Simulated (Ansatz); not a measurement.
# Run report: WS$_{2}$, single-point calculation

- system: WS$_{2}$ (slab, 12 atoms in the cell)
- method: DFT PBE+D3(BJ), scalar-relativistic, plane waves, PAW, no spin polarisation (Ansatz 0.2.0)

The structure derives from an entry of the Crystallography Open Database.

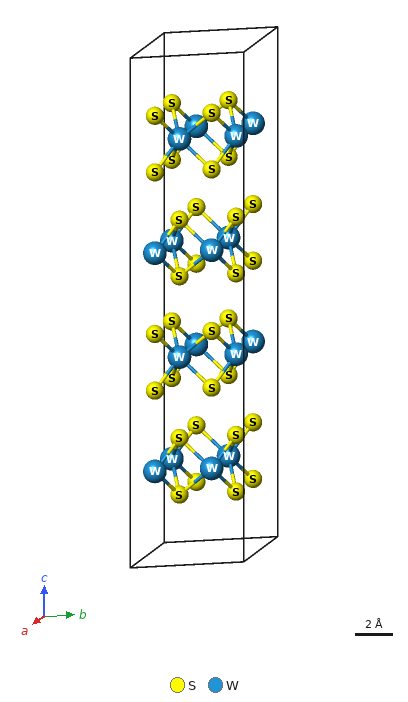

Figure 1. The structure (ball-and-stick view of the 2 × 2 repeat of the cell, with the vacuum cut short, seen slightly off an axis).

### Key numbers

```json
{"quantity": "outcome", "value": "converged"}
{"quantity": "electrons treated", "value": "104"}
{"quantity": "free energy", "value": "−48770.3121 eV"}
{"quantity": "work function, top face", "value": "4.57 eV"}
{"quantity": "work function, bottom face", "value": "4.57 eV"}
{"quantity": "Fermi energy", "value": "−4.572 eV"}
{"quantity": "gap on the k-point mesh", "value": "1.04 eV"}
{"quantity": "work function (upper face)", "value": "4.57 eV"}
{"quantity": "largest force (length of the vector)", "value": "0.052 eV/Å"}
{"quantity": "hardware", "value": "8 threads of AMD EPYC (Zen 5), 64 GiB of memory available, shared host"}
{"quantity": "wall time", "value": "2.5 s (CPU time 12 s)"}
{"quantity": "peak memory", "value": "1.7 GiB"}
```

### Remarks

Spin–orbit coupling is left out, which matters for W.

### Input
```yaml
crystal:
  lattice:
    - [3.1537892971, 0.0, 0.0]
    - [-1.5768946485, 2.7312616495, 0.0]
    - [0.0, 0.0, 68.7295147423]
  atoms:
    - { symbol: S, position: [0.3333333333, 0.6666666667, 0.3445736344] }
    - { symbol: W, position: [0.6666666667, 0.3333333333, 0.3674882414] }
    - { symbol: S, position: [0.3333333333, 0.6666666667, 0.3904028484] }
    - { symbol: S, position: [0.6666666667, 0.3333333333, 0.4329148068] }
    - { symbol: W, position: [0.3333333333, 0.6666666667, 0.4558294138] }
    - { symbol: S, position: [0.6666666667, 0.3333333333, 0.4787440208] }
    - { symbol: S, position: [0.3333333333, 0.6666666667, 0.5212559792] }
    - { symbol: W, position: [0.6666666667, 0.3333333333, 0.5441705862] }
    - { symbol: S, position: [0.3333333333, 0.6666666667, 0.5670851932] }
    - { symbol: S, position: [0.6666666667, 0.3333333333, 0.6095971516] }
    - { symbol: W, position: [0.3333333333, 0.6666666667, 0.6325117586] }
    - { symbol: S, position: [0.6666666667, 0.3333333333, 0.6554263656] }
  periodic: [true, true, false]
basis:
  ecutwfc: 420
kpoints:
  mp_grid: { grid: [6, 6, 1] }
hamiltonian:
  xc: pbe
  dispersion: d3bj
scf:
  occupations: { method: gaussian, width: 0.1 }
output:
  forces: true
  stress: true
  eigenvalues: true
```

Command:
```bash
ansatz run input.yaml --threads 8 --pin off --max-ram 22528MiB --backend cpu --events-out ev --progress --plain --runs-dir out
```

### Output
```
Engine: ansatz 0.2.0, x86_64-unknown-linux-gnu
Pseudopotentials: kind: paw
Pseudopotential: S, paw, valence charge 6, recommended cutoff 420 eV (normal), S.paw.azcp
Pseudopotential: W, paw, valence charge 14, recommended cutoff 420 eV (normal), W.paw.azcp
Functional definition: PBE
  parameter kappa = 0.804
  parameter beta = 0.06672455060314922
  exchange = pbe_x(kappa = kappa, mu = beta*pi^2/3)
  correlation = pbe_c(beta = beta)
Crystal: 12 atoms, lattice volume = 592.024 Å³
Basis set: ecut = 420 eV, 11461 PW (Γ), exchange–correlation on 48×48×960 points (8 copies of the dense FFT grid, shifted against one another)
Bands: 64, of which v1, the nominal top of the filled ones, is band 52 counted from 1 (51 counted from 0)
Symmetry: 12 space group operations
Space group: P-3m1 (ITA 164), of the structure as read, at distance tolerance 8.4e-5 Å
k-points: 7 of 36
Non-local potential: S, projectors of the file, l = 0: 2, l = 1: 2, l = 2: 2
Non-local potential: W, projectors of the file, l = 0: 3, l = 1: 2, l = 2: 2, l = 3: 1
PAW form: soft (Blöchl's): semilocal exchange-correlation on the pseudo side does not see the compensation charge
PAW one-centre angular grid: S, 110 points (default); XC on 64 Gauss nodes
PAW one-centre angular grid: W, 590 points (default); XC on 64 Gauss nodes
Initial density: superposition of atomic densities (neutral atoms: chi_scale 0, normalization atom), corrected by the library's trained network
Initial wavefunctions: pseudopotential atomic-orbital guess
Functional: x = pbe(κ = 0.804, μ = 0.2195149727645171), c = pbe(β = 0.06672455060314922)
SCF iter   1: F=—  HF=-48770.288844 eV  |F-HF|=—  |Δ(HF+E_count)|=         —  Δρ=3.24e-3  dr2=7.41e-2  ethr=1.77e-3  ⟨swp⟩=10.1  Hψ=2812  notcnv=0
preconditioner: auto → Resta (q_TF=auto, 2.042 Å⁻¹)  ε∞=3.4  [insulator: Δε(μ)=1.004 eV  Ē_g=8.436 eV  σ=0.100 eV  W_gap=1.00  n_scr=44 (ndim 8)  ℏωp=12.9 eV  f_vac=0.638  D(μ)=0.00/eV (n_scr^D=0)  ε∞_Penn≈3.4  vacuum switching on, ρ_ref=5.2e-3 e/Å³]
SCF iter   2: F=—  HF=-48770.306428 eV  |F-HF|=—  |Δ(HF+E_count)|=   1.76e-2  Δρ=1.92e-3  dr2=4.09e-2  ethr=7.12e-5  ⟨swp⟩=3.4  Hψ=1176  notcnv=0  defer=11
SCF iter   3: F=—  HF=-48770.307212 eV  |F-HF|=—  |Δ(HF+E_count)|=   7.83e-4  Δρ=1.24e-3  dr2=5.28e-3  ethr=3.93e-5  ⟨swp⟩=2.7  Hψ=705  notcnv=0  defer=11
SCF iter   4: F=—  HF=-48770.312142 eV  |F-HF|=—  |Δ(HF+E_count)|=   4.93e-3  Δρ=4.44e-4  dr2=2.24e-3  ethr=5.07e-6  ⟨swp⟩=3.6  Hψ=929  notcnv=0  defer=11
SCF iter   5: F=—  HF=-48770.312364 eV  |F-HF|=—  |Δ(HF+E_count)|=   2.22e-4  Δρ=8.35e-5  dr2=5.94e-5  ethr=2.15e-6  ⟨swp⟩=2.9  Hψ=750  notcnv=0  defer=11
SCF iter   6: F=—  HF=-48770.312120 eV  |F-HF|=—  |Δ(HF+E_count)|=   2.45e-4  Δρ=3.69e-5  dr2=1.16e-5  ethr=5.71e-8  ⟨swp⟩=3.0  Hψ=981  notcnv=0  defer=16
SCF iter   7: F=—  HF=-48770.312125 eV  |F-HF|=—  |Δ(HF+E_count)|=   5.79e-6  Δρ=2.03e-5  dr2=1.87e-5  ethr=1.12e-8  ⟨swp⟩=3.4  Hψ=944  notcnv=0  defer=16
SCF iter   8: F=—  HF=-48770.312124 eV  |F-HF|=—  |Δ(HF+E_count)|=   1.53e-6  Δρ=9.55e-6  dr2=8.28e-7  ethr=1.12e-8  ⟨swp⟩=2.0  Hψ=591  notcnv=0  defer=16
SCF iter   9: F=—  HF=-48770.312124 eV  |F-HF|=—  |Δ(HF+E_count)|=   6.56e-8  Δρ=5.22e-6  dr2=4.46e-7  ethr=7.96e-10  ⟨swp⟩=3.6  Hψ=986  notcnv=0  defer=18
SCF iter  10: F=-48770.312124 eV  HF=-48770.312124 eV  |F-HF|=6.22e-8  |Δ(HF+E_count)|=   6.33e-8  Δρ=2.21e-6  dr2=8.99e-8  ethr=9.62e-11  ⟨swp⟩=17.6  Hψ=3218  notcnv=0
SCF 1 converged in 10 iterations: F = -48770.312124 eV  dr2 = 8.99e-8
  greatest PAW one-centre occupation: 1.000 electrons in one spin orbital (limit 2), on the W atom at site 10 (counted from 0), in its partial waves of l = 0
```

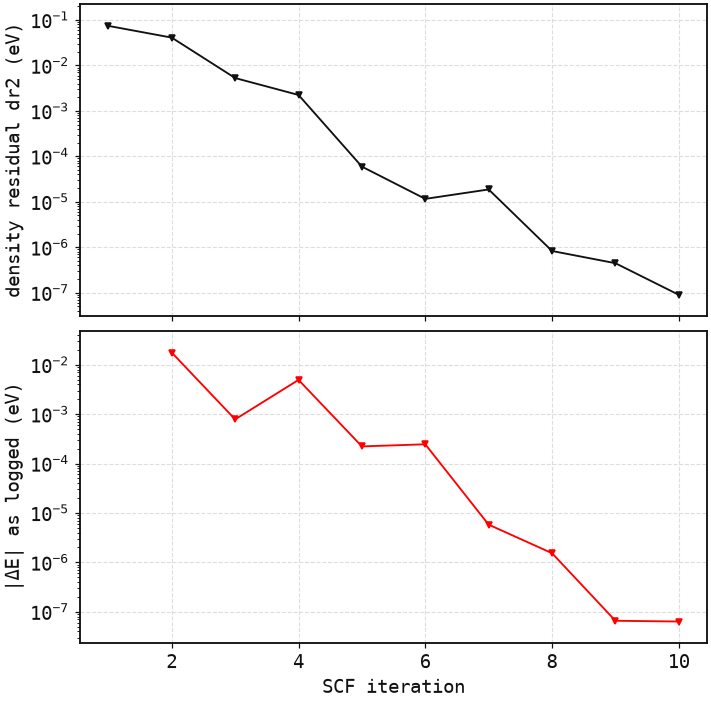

Figure 2. Convergence of the self-consistent field: density residual dr2 and size of the energy change against the SCF iteration. The residual falls almost steadily, with no more than small rises.

```
SCF converged after 10 iterations
Free energy (F): -48770.312124 eV
Harris-Foulkes:  -48770.312124 eV  (|F-HF|=6.22e-8)
Internal energy: -48770.312124 eV  (E = F + TS)
E sigma→0 (E₀):  -48770.312124 eV
Fermi energy:    -4.572095 eV
--- Per-component energies (eV) ---
  E_band       = -2490.712835
  E_kinetic    = 2668.719572
  E_local      = -1055300.887775  (includes V_loc(G=0)·N_el)
  E_nonlocal   = 229.556515
  E_hartree    = 526057.330908
  E_xc         = -1850.142020
  E_vxc        = -1662.202296  (∫ρ·V_xc dr)
  E_paw        = -39052.666577  (= ΣΔE_a)
  E_vpaw       = -540.530441  (= ΣTr[D̂ρ^β])
  E_aug_tail   = -0.000247  (compensation charges beyond the density's cutoff)
  E_ewald      = 518482.608494
  E_disp       = -4.830994  (pairwise vdW)
  E_smearing   = -0.000000  (= −TS)
  E_closure    = 0.000000  (closes the sum)
  Σ components = -48770.312124   (vs F -48770.312124, Δ=0.00e0)
--- Forces (eV/Å), atoms counted from 1 ---
  atom   1  S      0.00000000     0.00000000    -0.05209749
  atom   2  W      0.00000000    -0.00000000     0.03083482
  atom   3  S      0.00000000     0.00000000     0.01896953
  atom   4  S      0.00000000    -0.00000000    -0.00139937
  atom   5  W      0.00000000     0.00000000     0.00133979
  atom   6  S     -0.00000000    -0.00000000     0.00294952
  atom   7  S      0.00000000     0.00000000    -0.00294952
  atom   8  W     -0.00000000    -0.00000000    -0.00133979
  atom   9  S      0.00000000     0.00000000     0.00139937
  atom  10  S      0.00000000    -0.00000000    -0.01896953
  atom  11  W      0.00000000     0.00000000    -0.03083482
  atom  12  S      0.00000000    -0.00000000     0.05209749
  max |Σ_I F_I| component: 2.31e-17 eV/Å
--- 2D stress c σ (N/m, compression-positive) ---
        0.537620      -0.000000       0.000000
       -0.000000       0.537620       0.000000
        0.000000       0.000000       0.000000
  P = ½ c Tr σ = 0.5376 N/m
--- Band table (eV; the first three rows and the last of 7) ---
  k-point 0: bands = ["-79.6039", "-79.6039", "-79.6001", "-79.6001", "-43.9076", "-43.9076", "-43.9036", "-43.9036", "-43.7213", "-43.7213", "-43.7213", "-43.7213", "-43.7168", "-43.7168", "-43.7168", "-43.7168", "-20.6981", "-20.6242", "-20.5331", "-20.4651", "-19.1549", "-19.0054", "-18.8445", "-18.7305", "-12.6774", "-12.3961", "-12.0264", "-11.7058", "-8.7990", "-8.5265", "-8.5265", "-8.5186", "-8.5186", "-8.5086", "-8.5086", "-8.5074", "-8.5074", "-8.2688", "-7.5885", "-7.2954", "-7.2954", "-7.2727", "-7.2727", "-7.2499", "-7.2499", "-7.2385", "-7.2385", "-6.8875", "-6.1533", "-5.6592", "-5.2918", "-5.0837", "-2.7737", "-2.7737", "-2.7731", "-2.7731", "-2.7607", "-2.7607", "-2.7430", "-2.7430", "-2.6978", "-2.6978", "-2.6357", "-2.6357"]
  k-point 1: bands = ["-79.5991", "-79.5991", "-79.5953", "-79.5953", "-43.8905", "-43.8905", "-43.8865", "-43.8865", "-43.8148", "-43.8148", "-43.8103", "-43.8103", "-43.7430", "-43.7430", "-43.7385", "-43.7385", "-20.2419", "-20.1696", "-20.0790", "-20.0108", "-18.9572", "-18.8221", "-18.6808", "-18.5829", "-12.1530", "-11.8881", "-11.5274", "-11.1995", "-9.5654", "-9.5448", "-9.5252", "-9.5021", "-9.4032", "-9.0458", "-8.7311", "-8.5682", "-8.1057", "-8.0908", "-8.0723", "-8.0626", "-7.9201", "-7.8913", "-7.8652", "-7.8514", "-7.3591", "-7.2508", "-7.0204", "-6.6884", "-6.2570", "-6.0626", "-5.9566", "-5.9216", "-3.4606", "-3.3381", "-3.1554", "-3.0736", "-2.9983", "-2.9749", "-2.9074", "-2.8821", "-2.8392", "-2.7181", "-2.6399", "-2.5919"]
  k-point 2: bands = ["-79.5895", "-79.5895", "-79.5858", "-79.5858", "-43.9976", "-43.9976", "-43.9930", "-43.9930", "-43.8563", "-43.8563", "-43.8523", "-43.8523", "-43.7862", "-43.7862", "-43.7817", "-43.7817", "-19.1518", "-19.0924", "-19.0151", "-18.9552", "-18.4907", "-18.3986", "-18.3124", "-18.2579", "-11.7475", "-11.6363", "-11.5018", "-11.4047", "-10.6644", "-10.6471", "-10.6109", "-10.2635", "-10.2502", "-10.0471", "-9.9177", "-9.8390", "-8.8085", "-8.7778", "-8.7444", "-8.7244", "-7.9310", "-7.8076", "-7.6219", "-7.4304", "-7.3174", "-7.2690", "-7.2190", "-7.1879", "-7.0716", "-6.9556", "-6.8654", "-6.8146", "-3.3579", "-3.1882", "-3.1503", "-3.0991", "-3.0366", "-2.9896", "-2.9575", "-2.7246", "-2.2267", "-2.0057", "-1.7429", "-1.5275"]
  k-point 6: bands = ["-79.5823", "-79.5823", "-79.5786", "-79.5786", "-43.9946", "-43.9946", "-43.9900", "-43.9900", "-43.9589", "-43.9589", "-43.9543", "-43.9543", "-43.8305", "-43.8305", "-43.8266", "-43.8266", "-18.0384", "-18.0384", "-18.0212", "-18.0212", "-17.9757", "-17.9757", "-17.9488", "-17.9488", "-11.6475", "-11.5936", "-11.5294", "-11.4837", "-11.1937", "-11.1937", "-11.1472", "-11.1472", "-10.3835", "-10.2946", "-10.2024", "-10.1405", "-9.8067", "-9.8067", "-9.6368", "-9.6368", "-9.1295", "-9.1295", "-8.8943", "-8.8943", "-8.1373", "-8.1373", "-8.0169", "-8.0169", "-5.8052", "-5.7440", "-5.6674", "-5.6078", "-3.7559", "-3.7559", "-3.7488", "-3.7488", "-2.9881", "-2.6701", "-2.2544", "-1.8846", "-1.7208", "-1.7208", "-1.6380", "-1.6380"]
```

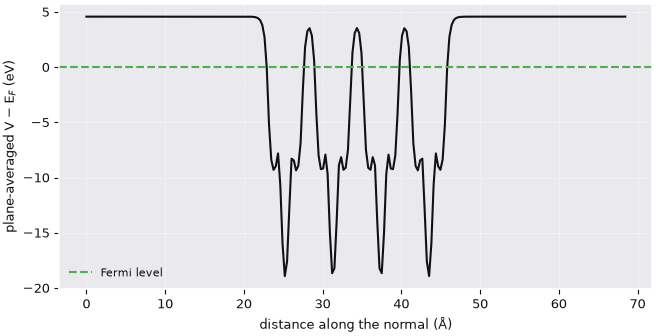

Figure 3. Plane average of the electrostatic potential energy of an electron across the cell, from the Fermi level. The vacuum level lies 4.57 eV above the Fermi level.
